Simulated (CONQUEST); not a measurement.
**Cs: 7 runs along one coordinate**

System: Cs (2 atoms in the cell).
Method: Kohn-Sham DFT of a periodic cell, PBE, PseudoDojo NC PBE, no spin polarisation (CONQUEST 1.3).

The 7 runs differ only in the geometry, by an even scaling of the cell at fixed fractional positions. The structure derives from a Materials Project entry.

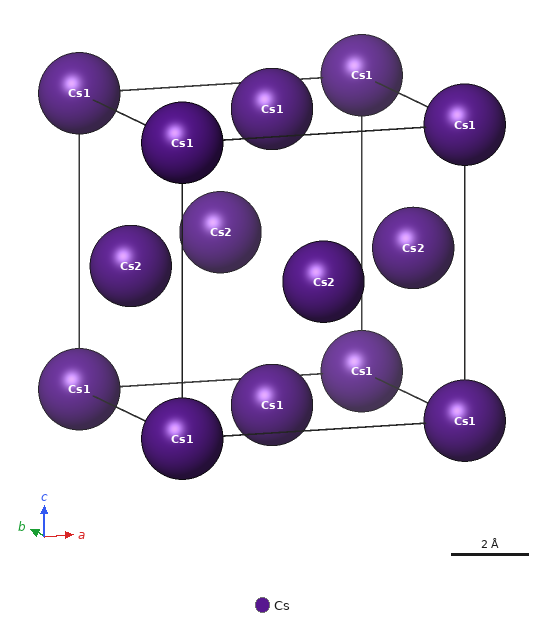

Figure 1. The structure of run 4 (spheres-only view of the cell 2 times as large as that of the calculation, set on its symmetry axes, seen slightly off an axis; atoms are numbered from 1 in the order of the input).

**Input of run 4**
```
IO.Title Cs
IO.Coordinates coords.dat
IO.FractionalAtomicCoords T
IO.Iprint 2
IO.Iprint_init 1
General.NumberOfSpecies 1
General.PseudopotentialType hamann
AtomMove.TypeOfRun static
AtomMove.FullStress T
Grid.PointsAlongX 60
Grid.PointsAlongY 60
Grid.PointsAlongZ 80
DM.SolutionMethod diagon
Diag.MPMesh T
Diag.GammaCentred T
Diag.MPMeshX 5
Diag.MPMeshY 5
Diag.MPMeshZ 4
Diag.kT 0.00183747
minE.SCTolerance 1e-6
SC.MaxIters 100
IO.AtomChargeOutput T
%block ChemicalSpeciesLabel
1 132.910 Cs
%endblock
```

Command:
```bash
Conquest
```

Lattice vectors (Å) and fractional positions of run 4:
```
   5.583790    0.000000    0.000000
   0.000000    5.583790    0.000000
   0.000000    0.000000    7.896671
Cs  0.000000  0.000000  0.000000
Cs  0.500000  0.500000  0.500000
```

Run 6 has the same physical settings and fractional positions; its lattice vectors (Å) are:
```
   5.657269    0.000000    0.000000
   0.000000    5.657269    0.000000
   0.000000    0.000000    8.000587
```

**Results, with one run withheld**

| run | volume per atom (Å³) | free energy per atom, from the lowest run given (meV) | pressure (GPa) |
| --- | --- | --- | --- |
| 1 | 115.718 | 0.00 | 0.00 |
| 2 | 118.180 | 0.25 | −0.03 |
| 3 | 120.642 | 1.10 | −0.07 |
| 4 | 123.104 | 2.47 | −0.11 |
| 5 | 125.566 | 4.31 | −0.13 |
| 6 | 128.028 | ? | ? |
| 7 | 130.490 | 9.23 | −0.19 |

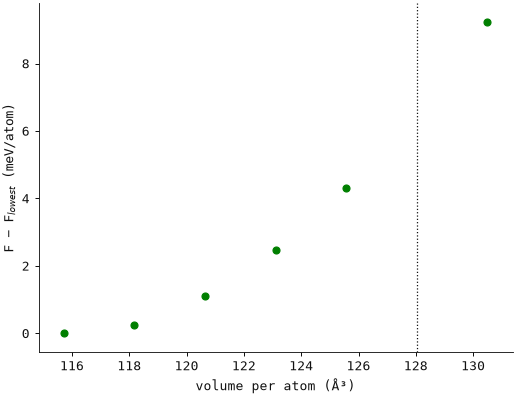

Figure 2. Free energy per atom of the runs given; the dotted line marks run 6.

What should run 6 give?

A cubic polynomial in V^(−2/3) (the Birch–Murnaghan form), fitted to the 6 runs given, misses them by under 0.01 meV per atom. With x = V^(−2/3) − 0.04063 Å⁻², it reads F = 1.8514 − 2599.8 x + 9.0808e+05 x² + 1.834e+06 x³ (meV per atom). At run 6 it gives 6.58 meV per atom, and the run itself gives 6.58. The slope of the fit gives a pressure −dF/dV of −0.16 GPa there, and the run prints −0.16 GPa. The fit has its minimum at 115.949 Å³ per atom, where V d²F/dV² gives 1.99 GPa: the bulk modulus at this level, since symmetry fixes the shape and the positions.

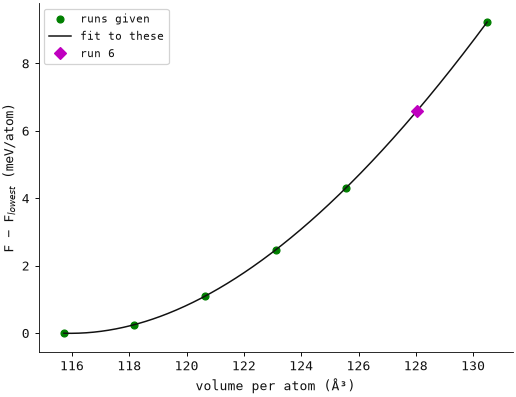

Figure 3. The fit and the withheld run.

**Some lines of the output (run 6)**
```
[...]
          DFT Total Energy                 :       -46.739079926122308 Ha
          Free Energy (E-TS)               :       -46.740853400005022 Ha
          DFT Total Energy                 :       -46.739729902846896 Ha
          Free Energy (E-TS)               :       -46.740583487800698 Ha
          DFT Total Energy                 :       -46.739817205497516 Ha
          Free Energy (E-TS)               :       -46.740585240119138 Ha
          DFT Total Energy                 :       -46.739817326242971 Ha
          Free Energy (E-TS)               :       -46.740585100962015 Ha
          DFT Total Energy                 :       -46.739817179181216 Ha
          Free Energy (E-TS)               :       -46.740585000619276 Ha
          DFT Total Energy                 :       -46.739817122534916 Ha
      | Free Energy as E-TS      =       -46.740585000619276 Ha
      |* DFT total energy        =       -46.739817122534916 Ha
    force: Average pressure:     -0.15898722 GPa
```

Notes: With a small basis of atomic orbitals these values can differ much from converged plane-wave results.
